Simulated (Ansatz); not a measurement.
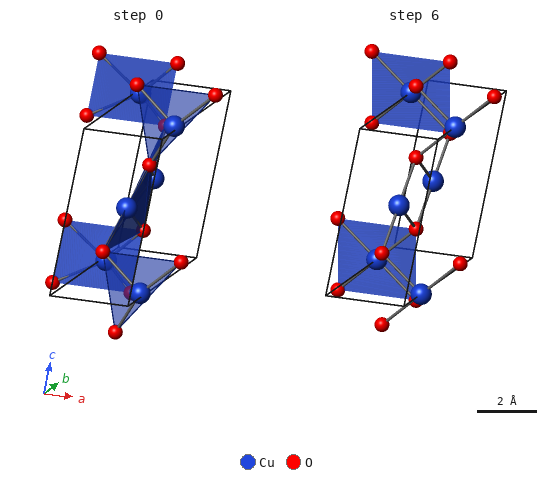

The structure of a crystal of CuO (set up in P1) before (left) and after (right) a relaxation, at one scale.

Style: polyhedral. Shown: the cell of the calculation, slightly off an axis.

Case: a zone-boundary wave of random shape, sigma 0.25 Å; relaxed back.

The calculation used Ansatz, DFT PBEsol, scalar-relativistic, plane waves, PAW.

Input file:
```yaml
crystal:
  lattice:
    - [2.0425330805, -2.0503581781, 0.0]
    - [-4.0850661609, -4.1007163563, 0.0]
    - [-2.0425330805, -2.0503581781, -5.0922648297]
  atoms:
    - { symbol: Cu, position: [0.0553264421, 0.7656342662, -0.0066699449] }
    - { symbol: Cu, position: [-0.0553264421, 0.2343657338, 0.0066699449] }
    - { symbol: Cu, position: [0.4953761607, 0.3293548902, 0.460943987] }
    - { symbol: Cu, position: [0.5046238393, 0.6706451098, 0.539056013] }
    - { symbol: O, position: [0.5991669671, 0.4245157697, 0.6969743872] }
    - { symbol: O, position: [0.4008330329, 0.8254842303, 0.8030256128] }
    - { symbol: O, position: [0.5442495518, 0.6223005654, 0.2448348979] }
    - { symbol: O, position: [0.4557504482, 0.1276994346, 0.2551651021] }
basis:
  ecutwfc: 420
kpoints:
  mp_grid: { grid: [12, 8, 8] }
hamiltonian:
  xc: pbesol
scf:
  occupations: { method: gaussian, width: 0.15 }
output:
  forces: true
  stress: true
  eigenvalues: true
relax:
  adjacent_minimum: "off"
  f_tol: 0.01
  max_steps: 80
  cell: { stress_tol: 0.1 }
```

Launched with:
```bash
ansatz run input.yaml --threads 2 --pin off --max-ram 5120MiB --backend cpu --events-out ev --progress --plain --runs-dir out
```

Q: Summarise the run.

A: The run was cut off at its time limit before the program reported convergence, but its last step already meets the force threshold: the largest component is 0.00073 eV/Å against 0.01 eV/Å. The pressure is within 0.01 GPa of its target. The energy falls by 1723 meV per atom in 6 geometry steps. Largest force component: 30 eV/Å at the start, 0.00073 eV/Å at the end. Pressure: 66.81 GPa at the start and 0.01 GPa at the end. The largest moves relative to the cell, 0.42 Å, are those of O5 and O6. O5 goes along [−2 −1 1]. By element the largest moves are O 0.42 Å, Cu 0.40 Å. The drawn cell changes at constant volume: a 2.894 → 2.895 Å (0.0 %), b 5.788 → 5.789 Å (0.0 %), c unchanged at 5.857 Å, β 89.9° → 90.0°, γ 89.8° → 89.9°. Near-neighbour distances that change, for instance: Cu3–O6 2.612 → 1.928 Å, Cu3–Cu4 2.237 → 2.895 Å, Cu4–O5 1.287 → 1.928 Å, Cu2–O5 2.474 → 1.928 Å. New bonds form, among them: Cu2–O5 (2.47 → 1.93 Å), Cu3–O6 (2.61 → 1.93 Å), Cu4–O8 (2.33 → 1.93 Å). Among the angles between lasting bonds that change: Cu2–O5–Cu4 135.9° → 115.8°, O5–Cu2–O8 160.6° → 180.0°, O6–Cu1–O7 162.7° → 180.0°. The space group (tolerance 0.01 Å) goes from P1 (No. 1) to P4_2/mmc (No. 131).

Limits of the set-up: layers or molecules are held without a dispersion correction, so their spacing is unreliable.
